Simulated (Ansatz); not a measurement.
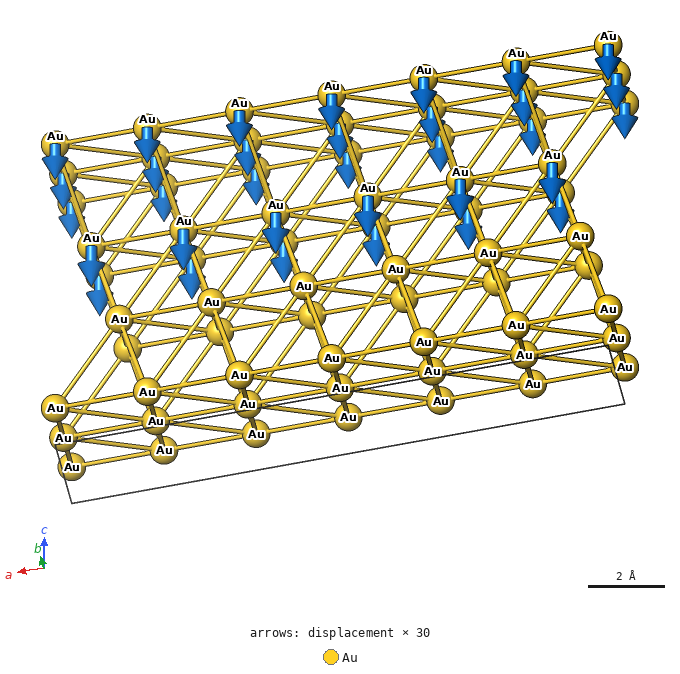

This is a constrained relaxation of a slab of composition Au (cut from the Fm-3m phase). The starting structure is drawn; blue arrows show the displacements, 30 times their true length.

Style: ball-and-stick. Shown: the 1 × 2 repeat of the cell, outlined in the plane, without the vacuum, from a free direction.

Case: flat (1 1 1) slab. 12 atoms are held fixed.

Computed with DFT PBE, scalar-relativistic, plane waves, PAW (Ansatz). Settings: plane-wave cutoff 420 eV; k-point mesh 2 × 12 × 1; occupations gaussian; smearing width 0.1 eV; no spin polarisation; dipole correction; atoms relaxed in a fixed cell; force threshold 0.02 eV/Å; at most 45 steps.

Question: What happened in the run?

Answer: The largest moves, 0.037 Å, are those of Au atoms. The cell stays as it was. Among the contacts that change: Au–Au 2.940 → 2.910 Å. The energy falls by 14.1 meV per cell of the calculation in 1 accepted move (2 points after the start). The largest force component goes from 0.14 to 0.0061 eV/Å. The line search rejected the trial step at point 1 of the run.
